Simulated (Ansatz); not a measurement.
# How many bands does the GW gap of GaN (F-43m) need?, part 2 of 2

How do accuracy and time trade against each other in G0W0 on GaN (F-43m)?

Ansatz 0.2.0; G0W0 on PBE, plane waves, PAW. Known limits of the many-body steps: not at the basis limit; no spin-orbit coupling.

So far. Step 2 (95 empty bands, screening to 150 eV): The gap on the mesh goes from 1.73 eV to 2.85 eV, a correction of +1.12 eV. Between the two edge states, bare exchange in place of the xc potential would open the gap by 7.59 eV, and correlation takes back 6.47 eV. Step 3 (205 empty bands, screening to 250 eV): Against the run with 10×10×10 mesh, 95 empty bands, screening to 150 eV, hard PAW files, the gap moves by +0.03 eV.

### Step 4. 384 empty bands, screening to 380 eV

File input.yaml:

```yaml
crystal:
  lattice:
    - [0.0, 2.2535006075, 2.2535006075]
    - [2.2535006075, 0.0, 2.2535006075]
    - [2.2535006075, 2.2535006075, 0.0]
  atoms:
    - { symbol: Ga, position: [0.0, 0.0, 0.0] }
    - { symbol: "N", position: [0.75, 0.75, 0.75] }
kpoints:
  mp_grid: { grid: [10, 10, 10] }
hamiltonian:
  xc: pbe
  pseudopotentials: { kind: paw, source: ansatz }
scf:
  occupations: { method: fixed }
gw:
  n_empty_bands: 384
  ecut_chi: 380
  qp_bands: [v2, c2]
  qp_kpoints: band_edges
  screening: { model: contour_deformation }
```

On the command line:

```bash
$ ansatz run input.yaml --threads 3 --pin off --max-ram 92160MiB --backend cuda --events-out ev --progress --plain --runs-dir out --devices 1 --max-vram 13GiB
```

Numbers of over 12 decimals in the logs are rounded to 6 here.

What it wrote:

```text
GPUs: using 1 of 1 available (devices: 1).
[...]
GPU FFT provider: cuFFT
GPU libraries: cuBLAS 13.8.2, cuFFT 12.4.0, cuSOLVER 12.3.4
Crystal: 2 atoms, lattice volume = 22.888 Å³
Basis set: ecut = 1020 eV, 1687 PW (Γ)
Bands: 17, of which v1, the nominal top of the filled ones, is band 13 counted from 1 (12 counted from 0)
Symmetry: 24 space group operations
[...]
k-points: 47 of 1000 (time reversal used)
[...]
1    15     20.8652    -8.0000    -5.4956   -13.9997  0.7968    21.3731    21.3692  root
[...]
46    12      7.4626   -21.5868     3.6785   -16.7404  0.7443     6.2564     6.2947  root
    46    13      7.4924   -19.6434     3.2944   -15.2413  0.7475     6.3498     6.3848  root
    46    14     16.8784    -9.6528    -4.5663   -14.4742  0.7960    17.1344    17.1336  root
    46    15     19.2526   -11.3063    -5.9889   -18.0088  0.7672    19.9749    19.9662  root
[key lines of the parts left out:]
SCF converged after 7 iterations
Free energy (F): -8798.883441 eV
Fermi energy:    11.048649 eV
```

The job ended after 7.9 min (1 × NVIDIA H100 80GB HBM3 (shared by 6 runs) with 3 threads of AMD EPYC 7R13 (Zen 3), shared host; peak memory 3.7 GiB; 15 min of CPU time).

This step gave:

```yaml
bands_summed: 397
rpa_eps_infinity_on_this_mesh_eigenvalues: 5.743, 5.743, 5.743
plane_waves_in_the_screening_matrix: 387
g0w0_gap_on_the_mesh: 2.913 eV
k_of_the_valence_top: 0, 0, 0
k_of_the_conduction_bottom: 0, 0, 0
starting_gap_on_the_mesh: 1.734 eV
least_direct_g0w0_gap_on_the_computed_points: 2.913 eV
```

Against the run with 10×10×10 mesh, 205 empty bands, screening to 250 eV, hard PAW files, the gap moves by +0.03 eV.

### Step 5. Changing the k mesh: 12×12×12 mesh, 95 empty bands, screening to 150 eV, hard PAW files

A second mesh at equal bands and cutoff isolates the sampling error. Bands and cutoff differ from the step before, so it is read against an earlier run that matches them.

input.yaml, as its differences from that of step 4:

```diff
@@ -9,3 +9,3 @@
 kpoints:
-  mp_grid: { grid: [10, 10, 10] }
+  mp_grid: { grid: [12, 12, 12] }
 hamiltonian:
@@ -16,4 +16,4 @@
 gw:
-  n_empty_bands: 384
-  ecut_chi: 380
+  n_empty_bands: 95
+  ecut_chi: 150
   qp_bands: [v2, c2]
```

What it wrote:

```text
GPUs: using 1 of 1 available (devices: 1).
[...]
GPU FFT provider: cuFFT
GPU libraries: cuBLAS 13.8.2, cuFFT 12.4.0, cuSOLVER 12.3.4
Crystal: 2 atoms, lattice volume = 22.888 Å³
Basis set: ecut = 1020 eV, 1687 PW (Γ)
Bands: 17, of which v1, the nominal top of the filled ones, is band 13 counted from 1 (12 counted from 0)
Symmetry: 24 space group operations
[...]
k-points: 72 of 1728 (time reversal used)
[...]
1    15     20.9974    -7.9578    -5.3272   -13.9576  0.7984    21.6769    21.6700  root
[...]
71    12      7.3587   -21.6882     3.9541   -16.7693  0.7453     6.3692     6.3939  root
    71    13      7.4147   -19.5146     3.5173   -15.1041  0.7486     6.4996     6.5215  root
    71    14     17.2695    -9.8074    -4.4634   -14.7633  0.7925    17.7656    17.7620  root
    71    15     19.4423   -11.5737    -5.8290   -18.5164  0.7617    20.5796    20.5561  root
[key lines of the parts left out:]
SCF converged after 7 iterations
Free energy (F): -8798.883507 eV
Fermi energy:    11.048525 eV
```

It took 5.6 min on 1 × NVIDIA H100 80GB HBM3 (shared by 6 runs) with 3 threads; peak memory 1.7 GiB.

Numbers from this step:

- bands summed: 108
- RPA ε∞ on this mesh (eigenvalues): 5.697, 5.697, 5.697
- plane waves in the screening matrix: 113
- G0W0 gap on the mesh: 2.847 eV
- k of the valence top: 0, 0, 0
- k of the conduction bottom: 0, 0, 0
- starting gap on the mesh: 1.734 eV
- least direct G0W0 gap on the computed points: 2.847 eV

Against the run with 10×10×10 mesh, 95 empty bands, screening to 150 eV, hard PAW files, the gap moves by −0.002 eV.

### Step 6. Side by side

Times are wall times on 1 × NVIDIA H100 80GB HBM3 (shared by 6 runs) with 3 threads of AMD EPYC 7R13 (Zen 3), shared host, good to a factor of about two.

```tsv
mesh	files	frequency	bands summed	cutoff (eV)	start (eV)	G0W0 (eV)	time	host memory (GiB)
10×10×10	hard PAW	contour deformation	108	150	1.734	2.849	95 s	1.4
10×10×10	hard PAW	contour deformation	218	250	1.734	2.884	3.2 min	2.0
10×10×10	hard PAW	contour deformation	397	380	1.734	2.913	7.9 min	3.7
12×12×12	hard PAW	contour deformation	108	150	1.734	2.847	5.6 min	1.7
```

How the two edges are built up, in eV (the quasiparticle level is the starting level plus Σx plus Σc less Vxc):

```tsv
run	edge	start	Σx	Σc	Vxc	Z	QP
108 bands	valence top	11.05	-23.81	2.92	-20.27	0.77	10.42
108 bands	conduction bottom	12.78	-11.65	-3.55	-15.69	0.81	13.27
218 bands	valence top	11.05	-23.81	2.69	-20.27	0.77	10.19
218 bands	conduction bottom	12.78	-11.65	-3.75	-15.69	0.81	13.07
397 bands	valence top	11.05	-23.81	2.56	-20.27	0.77	10.06
397 bands	conduction bottom	12.78	-11.65	-3.84	-15.69	0.81	12.98
```

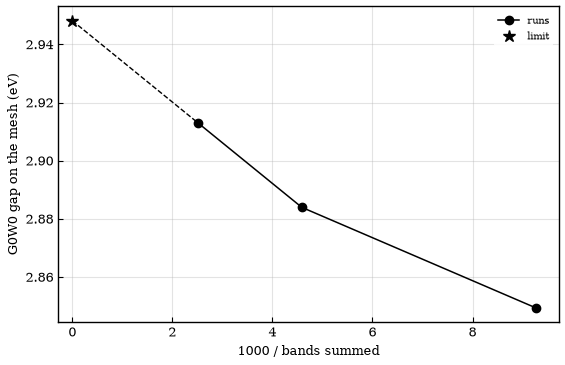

The gap against one over the number of bands; the dashed line carries the two highest rungs to the limit.

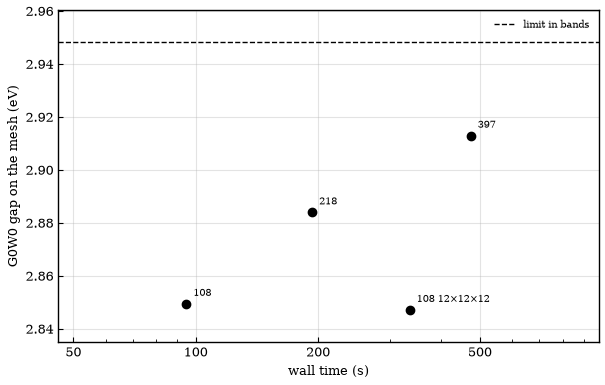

Result against wall time.

### Step 7. What came out

| Property | Result |
| --- | --- |
| 108 bands, 150 eV | 2.849 eV |
| 218 bands, 250 eV | 2.884 eV |
| 397 bands, 380 eV | 2.913 eV |
| estimated limit in bands and cutoff | 2.95 eV |
| mesh and start | 10×10×10, PBE |

A line in one over the bands through the two highest rungs gives 2.95 eV, +0.04 eV from the top rung; the pair below gives 2.92 eV, so the estimate is still climbing. The rungs stand 0.10 eV (108 bands), 0.06 eV (218 bands) and 0.04 eV (397 bands) from it. From 108 to 397 bands the gap moves by +0.06 eV while the time grows 5.0-fold. Σc changes by −0.36 eV at the valence top and −0.30 eV at the conduction bottom, so the levels themselves move more than the gap between them. On the 12×12×12 mesh in place of 10×10×10 the gap differs by −0.002 eV, of which +0.00 eV is already in the start. The cheapest rung within 0.1 eV of this estimate is that with 108 bands (95 s). Gaps are over the mesh's points; an edge off the mesh would be missed. The many-body steps are scalar-relativistic: spin-orbit coupling is not in them.

[Paths, hosts, dates, memory and timing lines, banners, echoed tables and standing remarks are left out of the program output.]

[Logs are printed without paths, hosts, clocks, repeated set-up lines and the standing remarks that a program may print on its own settings, such as how far it seeks lower states.]

[Runs of the session that timed out or met a known fault of the program may be left out.]

[Cells called generated may have been cut or substituted from an entry of the Crystallography Open Database or the Materials Project.]

[Hosts, paths, dates, database ids (printed as entryN), source tags and the programs' standing remarks are cut or masked in the printed files.]
